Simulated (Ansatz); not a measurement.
**C: geometry relaxation (part 1 of 3)**

C (slab, 8 atoms in the cell), computed with DFT PBEsol, scalar-relativistic, plane waves, PAW, no spin polarisation (Ansatz 0.2.0).

The structure derives from an entry of the Crystallography Open Database. The input holds or restrains some coordinates. Forces given for the steps count only the free coordinates. It belongs to a series of runs on one base structure; here: clean slab, lower half held.

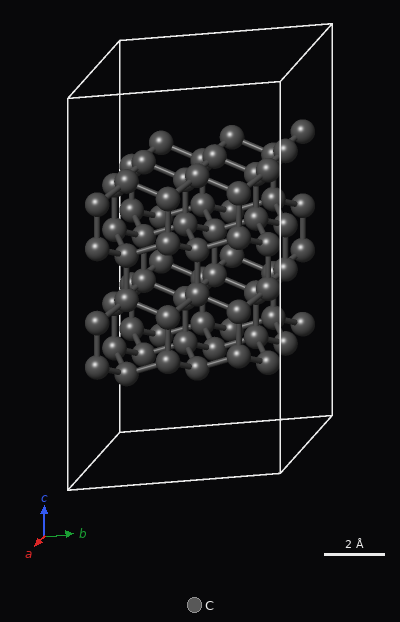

The structure as given in the input (ball-and-stick view of the 3 × 3 repeat of the cell, with the vacuum cut short, seen slightly off an axis). An atom can appear more than once, as a periodic image. Near neighbours in the periodic cell (some may lie outside the picture): C has 3 C at 1.53 Å; C has 4 C at 1.53 to 1.56 Å.

Results in brief

| quantity | value |
| --- | --- |
| outcome | converged under the restraints of the input |
| electrons treated | 32 |
| free energy | −1969.0883 eV |
| work function, top face | 4.50 eV |
| work function, bottom face | 5.84 eV |
| Fermi energy | 1.257 eV |
| gap on the k-point mesh | 0.09 eV |
| final volume | 128.50 Å³ |
| work function (upper face) | 4.50 eV |
| largest force (length of the vector) at the end, held atoms and coordinates included | 5.879 eV/Å |
| hardware | 2 threads of AMD EPYC (Zen 5), 32 GiB of memory available, shared host |
| wall time | 39 s (CPU time 76 s) |
| peak memory | 0.41 GiB |

Notes

Warnings of the run: the exchange-correlation potential is rough where the density is thin.

Input file
```yaml
crystal:
  lattice:
    - [2.4988149563, 0.0, 0.0]
    - [-1.2494074781, 2.1640372315, 0.0]
    - [0.0, 0.0, 23.763868273]
  atoms:
    - { symbol: C, position: [0.3333333333, 0.6666666667, 0.3576858743] }
    - { symbol: C, position: [0.6666666667, 0.3333333333, 0.3796778648] }
    - { symbol: C, position: [0.6666666667, 0.3333333333, 0.4452312946] }
    - { symbol: C, position: [0.3333333333, 0.6666666667, 0.4672232851] }
    - { symbol: C, position: [0.3333333333, 0.6666666667, 0.5327767149] }
    - { symbol: C, position: [0.6666666667, 0.3333333333, 0.5547687054] }
    - { symbol: C, position: [0.6666666667, 0.3333333333, 0.6203221352] }
    - { symbol: C, position: [0.3333333333, 0.6666666667, 0.6423141257] }
basis:
  ecutwfc: 420
kpoints:
  mp_grid: { grid: [12, 12, 1] }
hamiltonian:
  xc: pbesol
scf:
  occupations: { method: gaussian, width: 0.05 }
output:
  forces: true
  eigenvalues: true
  write_density: true
  write_potential: true
  elf: true
  volumetric_format: npy
relax:
  adjacent_minimum: "off"
  f_tol: 0.03
  max_steps: 70
  constraints: [{ sites: [0, 1, 2, 3] }]
efield:
  axis: 3
  dipole_correction: true
  ramp_width: 0.04
```

Command:
```bash
ansatz run input.yaml --threads 2 --pin off --max-ram 5120MiB --backend cpu --events-out ev --progress --plain --runs-dir out
```

Output
```
Engine: ansatz 0.2.0, x86_64-unknown-linux-gnu
Pseudopotentials: kind: paw
Pseudopotential: C, paw, valence charge 4, recommended cutoff 420 eV (normal), C.paw.azcp
Functional definition: PBEsol
  exchange = pbesol_x
  correlation = pbesol_c
Crystal: 8 atoms, lattice volume = 128.504 Å³
Basis set: ecut = 420 eV, 2509 PW (Γ), exchange–correlation on 36×36×320 points (8 copies of the dense FFT grid, shifted against one another)
Bands: 24, of which v1, the nominal top of the filled ones, is band 16 counted from 1 (15 counted from 0)
Symmetry: 6 space group operations
k-points: 19 of 144 (time reversal used)
Non-local potential: C, projectors of the file, l = 0: 2, l = 1: 2, l = 2: 1
PAW form: soft (Blöchl's): semilocal exchange-correlation on the pseudo side does not see the compensation charge
PAW frozen core: C, regenerated for the run's functional, and the local potential with it (the file was generated under x = pbe(κ = 0.804, μ = 0.2195149727645171), c = pbe(β = 0.06672455060314922))
PAW one-centre angular grid: C, 110 points (default); XC on 64 Gauss nodes
Initial density: superposition of atomic densities (neutral atoms: chi_scale 0, normalization atom), corrected by the library's trained network
Initial wavefunctions: pseudopotential atomic-orbital guess
Functional: x = pbesol(κ = 0.804, μ = 0.12345679012345678), c = pbesol(β = 0.046)
SCF iter   1: F=—  HF=-1967.982042 eV  |F-HF|=—  |Δ(HF+E_count)|=         —  Δρ=8.73e-3  dr2=1.01e-1  ethr=1.77e-3  p=0.000 e·Å  D=1.27e-13 V/Å  ΔV_dip=-0.00 eV  dr2_dipole=3.46e-4  V_vac-E_F(+/−)=6.59/6.59 eV  ⟨swp⟩=7.9  Hψ=2866  notcnv=0  defer=14
efield: sawtooth ramp at fractional position 0.9800 (placed from the atoms, in the widest stretch of the axis that holds none; the zero of the levels goes with the place), width 0.0400; the density the first Hamiltonian is built on has a dipole p = 0.000 e·Å; the dipole correction subtracts the counter field D = 1.27e-13 V/Å, which shifts the + side's vacuum level by -0.00 eV against the − side's; the planar-averaged density in the ramp window peaks in size at 4.4e-5 e/Å³
preconditioner: auto → LDOS  [metal: Δε(μ)=0.042 eV  Ē_g=15.481 eV  σ=0.050 eV  W_gap=0.43  n_scr=16 (ndim 8)  ℏωp=18.5 eV  f_vac=0.573  D(μ)=8.96/eV (n_scr^D=116)  β→1.0]
SCF iter   2: F=—  HF=-1967.960655 eV  |F-HF|=—  |Δ(HF+E_count)|=   2.14e-2  Δρ=3.31e-3  dr2=2.88e-2  ethr=3.15e-4  p=0.000 e·Å  D=2.95e-5 V/Å  ΔV_dip=-0.00 eV  dr2_dipole=7.08e-4  V_vac-E_F(+/−)=6.39/6.40 eV  ⟨swp⟩=3.8  Hψ=1051  notcnv=0  defer=42
SCF iter   3: F=—  HF=-1967.957679 eV  |F-HF|=—  |Δ(HF+E_count)|=   2.98e-3  Δρ=2.00e-3  dr2=1.20e-2  ethr=9.00e-5  p=-0.000 e·Å  D=-9.61e-5 V/Å  ΔV_dip=0.00 eV  dr2_dipole=4.73e-5  V_vac-E_F(+/−)=6.23/6.23 eV  ⟨swp⟩=2.8  Hψ=725  notcnv=0  defer=42
SCF iter   4: F=—  HF=-1967.957336 eV  |F-HF|=—  |Δ(HF+E_count)|=   3.43e-4  Δρ=1.06e-3  dr2=4.05e-3  ethr=3.76e-5  p=-0.000 e·Å  D=-2.68e-5 V/Å  ΔV_dip=0.00 eV  dr2_dipole=3.87e-8  V_vac-E_F(+/−)=6.05/6.05 eV  ⟨swp⟩=3.1  Hψ=749  notcnv=0  defer=42
SCF iter   5: F=—  HF=-1967.957130 eV  |F-HF|=—  |Δ(HF+E_count)|=   2.06e-4  Δρ=5.63e-4  dr2=1.81e-3  ethr=1.27e-5  p=-0.000 e·Å  D=-7.39e-6 V/Å  ΔV_dip=0.00 eV  dr2_dipole=6.65e-6  V_vac-E_F(+/−)=5.97/5.97 eV  ⟨swp⟩=2.7  Hψ=718  notcnv=0  defer=42
SCF iter   6: F=—  HF=-1967.957007 eV  |F-HF|=—  |Δ(HF+E_count)|=   1.23e-4  Δρ=3.19e-4  dr2=8.65e-4  ethr=5.64e-6  p=-0.000 e·Å  D=-3.81e-6 V/Å  ΔV_dip=0.00 eV  dr2_dipole=2.27e-6  V_vac-E_F(+/−)=5.95/5.95 eV  ⟨swp⟩=1.6  Hψ=473  notcnv=0  defer=42
SCF iter   7: F=—  HF=-1967.956920 eV  |F-HF|=—  |Δ(HF+E_count)|=   8.74e-5  Δρ=1.35e-4  dr2=1.09e-4  ethr=2.70e-6  p=0.000 e·Å  D=1.71e-5 V/Å  ΔV_dip=-0.00 eV  dr2_dipole=5.41e-6  V_vac-E_F(+/−)=5.98/5.98 eV  ⟨swp⟩=2.1  Hψ=529  notcnv=0  defer=42
SCF iter   8: F=-1967.956915 eV  HF=-1967.956920 eV  |F-HF|=4.96e-6  |Δ(HF+E_count)|=   6.05e-7  Δρ=4.08e-5  dr2=7.42e-6  ethr=7.03e-8  p=0.000 e·Å  D=3.68e-6 V/Å  ΔV_dip=-0.00 eV  dr2_dipole=1.96e-6  V_vac-E_F(+/−)=6.00/6.00 eV  ⟨swp⟩=21.1  Hψ=5549  notcnv=0
SCF 1 converged in 8 iterations: F = -1967.956915 eV  dr2 = 7.42e-6
  greatest PAW one-centre occupation: 0.652 electrons in one spin orbital (limit 2), on the C atom at site 0 (counted from 0), in its partial waves of l = 0
relax step   1: F+E_penalty+E_count = -1967.95691527 eV  Δ(F+E_penalty+E_count) = +0.000e0 eV  max|allowed force component| = 4.539e0 eV/Å  Δτ_max = 0.0000 Å  (8 SCF iters, dr2 threshold 2.25e-5 eV, accepted)
Initial density: handed on by an earlier stage of this run
Initial wavefunctions: those handed on with the density
SCF iter   1: F=—  HF=-1968.368429 eV  |F-HF|=—  |Δ(HF+E_count)|=         —  Δρ=3.04e-2  dr2=1.88e1  ethr=3.10e-3  p=0.000 e·Å  D=3.68e-6 V/Å  ΔV_dip=-0.00 eV  dr2_dipole=9.30e0  V_vac-E_F(+/−)=5.92/5.92 eV  ⟨swp⟩=4.5  Hψ=1371  notcnv=0  defer=32
efield: sawtooth ramp at fractional position 0.9800 (handed on by an earlier solve), width 0.0400; the density the first Hamiltonian is built on has a dipole p = 0.000 e·Å; the dipole correction subtracts the counter field D = 3.68e-6 V/Å, which shifts the + side's vacuum level by -0.00 eV against the − side's; the planar-averaged density in the ramp window peaks in size at 2.0e-6 e/Å³
preconditioner: auto → LDOS  [metal: Δε(μ)=0.016 eV  Ē_g=15.603 eV  σ=0.050 eV  W_gap=0.18  n_scr=16 (ndim 8)  ℏωp=18.5 eV  f_vac=0.581  D(μ)=7.71/eV (n_scr^D=90)  β→1.0]
SCF iter   2: F=—  HF=-1968.256401 eV  |F-HF|=—  |Δ(HF+E_count)|=   1.12e-1  Δρ=9.38e-3  dr2=1.21e0  ethr=3.10e-3  p=0.017 e·Å  D=2.40e-2 V/Å  ΔV_dip=-0.57 eV  dr2_dipole=5.79e-1  V_vac-E_F(+/−)=5.48/6.05 eV  ⟨swp⟩=2.3  Hψ=689  notcnv=0  defer=42
SCF iter   3: F=—  HF=-1968.279077 eV  |F-HF|=—  |Δ(HF+E_count)|=   2.27e-2  Δρ=2.14e-3  dr2=1.88e-2  ethr=3.10e-3  p=0.016 e·Å  D=2.18e-2 V/Å  ΔV_dip=-0.52 eV  dr2_dipole=3.94e-3  V_vac-E_F(+/−)=5.52/6.04 eV  ⟨swp⟩=1.8  Hψ=473  notcnv=0  defer=42
SCF iter   4: F=—  HF=-1968.275330 eV  |F-HF|=—  |Δ(HF+E_count)|=   3.75e-3  Δρ=1.30e-3  dr2=6.86e-3  ethr=5.88e-5  p=0.017 e·Å  D=2.37e-2 V/Å  ΔV_dip=-0.56 eV  dr2_dipole=7.38e-4  V_vac-E_F(+/−)=5.48/6.04 eV  ⟨swp⟩=2.4  Hψ=830  notcnv=0  defer=45
SCF iter   5: F=—  HF=-1968.274942 eV  |F-HF|=—  |Δ(HF+E_count)|=   3.87e-4  Δρ=8.60e-4  dr2=7.93e-3  ethr=2.14e-5  p=0.019 e·Å  D=2.65e-2 V/Å  ΔV_dip=-0.63 eV  dr2_dipole=2.84e-3  V_vac-E_F(+/−)=5.41/6.04 eV  ⟨swp⟩=1.5  Hψ=473  notcnv=0  defer=45
SCF iter   6: F=—  HF=-1968.274996 eV  |F-HF|=—  |Δ(HF+E_count)|=   5.40e-5  Δρ=4.41e-4  dr2=2.55e-3  ethr=2.14e-5  p=0.019 e·Å  D=2.74e-2 V/Å  ΔV_dip=-0.65 eV  dr2_dipole=1.01e-3  V_vac-E_F(+/−)=5.39/6.04 eV  ⟨swp⟩=1.5  Hψ=441  notcnv=0  defer=45
SCF iter   7: F=—  HF=-1968.274955 eV  |F-HF|=—  |Δ(HF+E_count)|=   4.14e-5  Δρ=2.54e-4  dr2=5.00e-4  ethr=7.96e-6  p=0.019 e·Å  D=2.71e-2 V/Å  ΔV_dip=-0.64 eV  dr2_dipole=1.54e-4  V_vac-E_F(+/−)=5.40/6.05 eV  ⟨swp⟩=1.5  Hψ=486  notcnv=0  defer=41
SCF iter   8: F=—  HF=-1968.274979 eV  |F-HF|=—  |Δ(HF+E_count)|=   2.37e-5  Δρ=1.22e-4  dr2=9.13e-5  ethr=3.13e-7  p=0.019 e·Å  D=2.67e-2 V/Å  ΔV_dip=-0.63 eV  dr2_dipole=1.50e-5  V_vac-E_F(+/−)=5.43/6.06 eV  ⟨swp⟩=23.1  Hψ=5685  notcnv=0
SCF iter   9: F=—  HF=-1968.274976 eV  |F-HF|=—  |Δ(HF+E_count)|=   2.34e-6  Δρ=1.46e-4  dr2=2.53e-4  ethr=2.85e-7  p=0.019 e·Å  D=2.68e-2 V/Å  ΔV_dip=-0.64 eV  dr2_dipole=1.29e-4  V_vac-E_F(+/−)=5.43/6.06 eV  ⟨swp⟩=16.8  Hψ=4701  notcnv=0  recentre
SCF iter  10: F=-1968.274969 eV  HF=-1968.274976 eV  |F-HF|=7.50e-6  |Δ(HF+E_count)|=   3.93e-8  Δρ=5.12e-5  dr2=8.41e-6  ethr=2.85e-7  p=0.019 e·Å  D=2.69e-2 V/Å  ΔV_dip=-0.64 eV  dr2_dipole=1.13e-6  V_vac-E_F(+/−)=5.43/6.07 eV  ⟨swp⟩=16.6  Hψ=4705  notcnv=0
SCF 2 converged in 10 iterations: F = -1968.274969 eV  dr2 = 8.41e-6
  greatest PAW one-centre occupation: 0.659 electrons in one spin orbital (limit 2), on the C atom at site 7 (counted from 0), in its partial waves of l = 0
relax step   2: F+E_penalty+E_count = -1968.27496881 eV  Δ(F+E_penalty+E_count) = -3.181e-1 eV  max|allowed force component| = 2.849e0 eV/Å  Δτ_max = 0.0840 Å  (10 SCF iters, dr2 threshold 1.00e-4 eV, accepted)
[... from here on the SCF iterations and repeated set-up lines of each step are left out, up to the last step ...]
SCF 3 converged in 10 iterations: F = -1968.507747 eV  dr2 = 2.19e-5
relax step   3: F+E_penalty+E_count = -1968.50774738 eV  Δ(F+E_penalty+E_count) = -2.328e-1 eV  max|allowed force component| = 1.452e0 eV/Å  Δτ_max = 0.1955 Å  (10 SCF iters, dr2 threshold 1.00e-4 eV, accepted)
SCF 4 converged in 9 iterations: F = -1968.565639 eV  dr2 = 7.50e-6
relax step   4: F+E_penalty+E_count = -1968.56563863 eV  Δ(F+E_penalty+E_count) = -5.789e-2 eV  max|allowed force component| = 8.445e-1 eV/Å  Δτ_max = 0.1033 Å  (9 SCF iters, dr2 threshold 1.00e-4 eV, accepted)
SCF 5 converged in 6 iterations: F = -1968.617567 eV  dr2 = 2.79e-5
relax step   5: F+E_penalty+E_count = -1968.61756715 eV  Δ(F+E_penalty+E_count) = -5.193e-2 eV  max|allowed force component| = 7.823e-1 eV/Å  Δτ_max = 0.1117 Å  (6 SCF iters, dr2 threshold 1.00e-4 eV, accepted)
SCF 6 converged in 6 iterations: F = -1968.675165 eV  dr2 = 2.01e-5
relax step   6: F+E_penalty+E_count = -1968.67516465 eV  Δ(F+E_penalty+E_count) = -5.760e-2 eV  max|allowed force component| = 7.587e-1 eV/Å  Δτ_max = 0.1384 Å  (6 SCF iters, dr2 threshold 1.00e-4 eV, accepted)
SCF 7 converged in 7 iterations: F = -1968.735452 eV  dr2 = 3.37e-5
relax step   7: F+E_penalty+E_count = -1968.73545199 eV  Δ(F+E_penalty+E_count) = -6.029e-2 eV  max|allowed force component| = 8.224e-1 eV/Å  Δτ_max = 0.1462 Å  (7 SCF iters, dr2 threshold 1.00e-4 eV, accepted)
SCF 8 converged in 7 iterations: F = -1968.793319 eV  dr2 = 4.76e-5
relax step   8: F+E_penalty+E_count = -1968.79331938 eV  Δ(F+E_penalty+E_count) = -5.787e-2 eV  max|allowed force component| = 7.587e-1 eV/Å  Δτ_max = 0.1099 Å  (7 SCF iters, dr2 threshold 1.00e-4 eV, accepted)
SCF 9 converged in 8 iterations: F = -1968.906294 eV  dr2 = 9.05e-6
relax step   9: F+E_penalty+E_count = -1968.90629437 eV  Δ(F+E_penalty+E_count) = -1.130e-1 eV  max|allowed force component| = 3.429e-1 eV/Å  Δτ_max = 0.1967 Å  (8 SCF iters, dr2 threshold 1.00e-4 eV, accepted)
SCF 10 converged in 14 iterations: F = -1968.969798 eV  dr2 = 1.25e-5
relax step  10: F+E_penalty+E_count = -1968.96979805 eV  Δ(F+E_penalty+E_count) = -6.350e-2 eV  max|allowed force component| = 1.707e-1 eV/Å  Δτ_max = 0.2000 Å  (14 SCF iters, dr2 threshold 2.40e-5 eV, accepted)
SCF 11 converged in 14 iterations: F = -1969.005669 eV  dr2 = 1.80e-6
relax step  11: F+E_penalty+E_count = -1969.00566928 eV  Δ(F+E_penalty+E_count) = -3.587e-2 eV  max|allowed force component| = 4.141e-1 eV/Å  Δτ_max = 0.2000 Å  (14 SCF iters, dr2 threshold 5.96e-6 eV, accepted)
SCF 12 converged in 7 iterations: F = -1969.026043 eV  dr2 = 1.13e-5
relax step  12: F+E_penalty+E_count = -1969.02604344 eV  Δ(F+E_penalty+E_count) = -2.037e-2 eV  max|allowed force component| = 1.397e-1 eV/Å  Δτ_max = 0.2000 Å  (7 SCF iters, dr2 threshold 4.25e-5 eV, accepted)
SCF 13 converged in 9 iterations: F = -1969.032100 eV  dr2 = 7.75e-9
relax step  13: F+E_penalty+E_count = -1969.03210006 eV  Δ(F+E_penalty+E_count) = -6.057e-3 eV  max|allowed force component| = 4.216e-2 eV/Å  Δτ_max = 0.1225 Å  (9 SCF iters, dr2 threshold 2.22e-6 eV, accepted)
SCF 14 converged in 11 iterations: F = -1969.036246 eV  dr2 = 5.81e-10
relax step  14: F+E_penalty+E_count = -1969.03624582 eV  Δ(F+E_penalty+E_count) = -4.146e-3 eV  max|allowed force component| = 1.178e-1 eV/Å  Δτ_max = 0.1937 Å  (11 SCF iters, accepted)
SCF 15 converged in 9 iterations: F = -1969.037365 eV  dr2 = 2.27e-9
```
